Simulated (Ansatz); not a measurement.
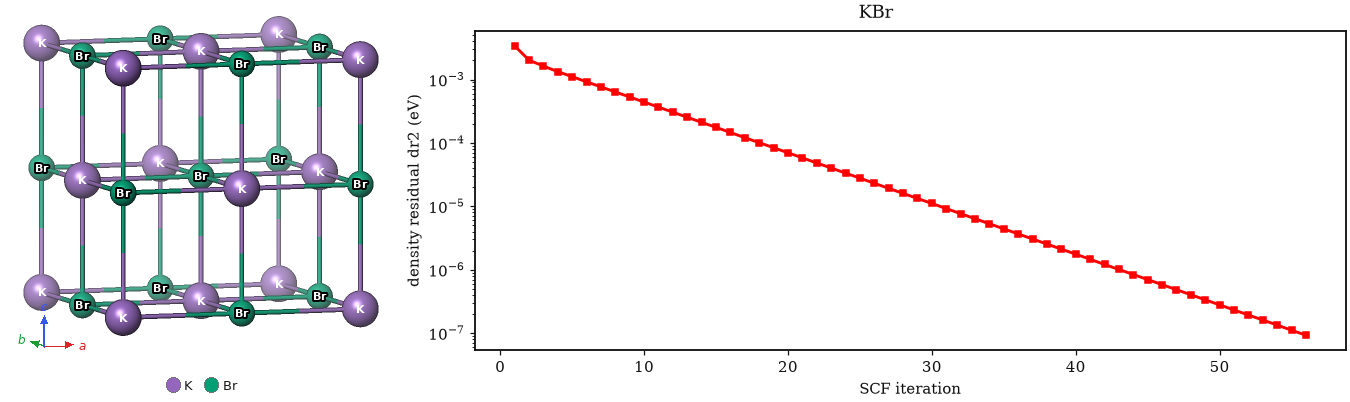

Beside the plot: the structure in its conventional cell.

The plot shows the SCF iterations of a calculation: density residual dr2. The starting density is a sum of atomic densities corrected by a trained network.

KBr (2 atoms in the cell), run with Ansatz.

```
crystal:
  lattice:
    - [0.0, 3.3039966991, 3.3039966991]
    - [3.3039966991, 0.0, 3.3039966991]
    - [3.3039966991, 3.3039966991, 0.0]
  atoms:
    - { symbol: K, position: [0.0, 0.0, 0.0] }
    - { symbol: Br, position: [0.5, 0.5, 0.5] }
basis:
  ecutwfc: 500
  ecutrho_ratio: 4
kpoints:
  mp_grid: { grid: [6, 6, 6] }
hamiltonian:
  xc: r2scan
scf:
  occupations: { method: gaussian, width: 0.05 }
  mixing: { algorithm: anderson, beta: 0.95, ndim: 1, preconditioner: none }
  max_iter: 80
output:
  forces: true
  stress: true
```

Run as:
```bash
ansatz run input.yaml --threads 4 --pin off --max-ram 7168MiB --backend cpu --events-out ev --progress --plain --runs-dir out
```

Q: Was self-consistency reached?

A: Converged, in 56 iterations. The residual falls at every step.

Q: Read the residual at the first and at the last step drawn.

A: It starts near 3 × 10⁻³ and ends near 9 × 10⁻⁸ eV.

Q: Is anything amiss with this input?

A: The input holds an odd setting (mixing far too strong), but it does no harm here: the energy lies within 1 meV per atom of a run with usual settings.
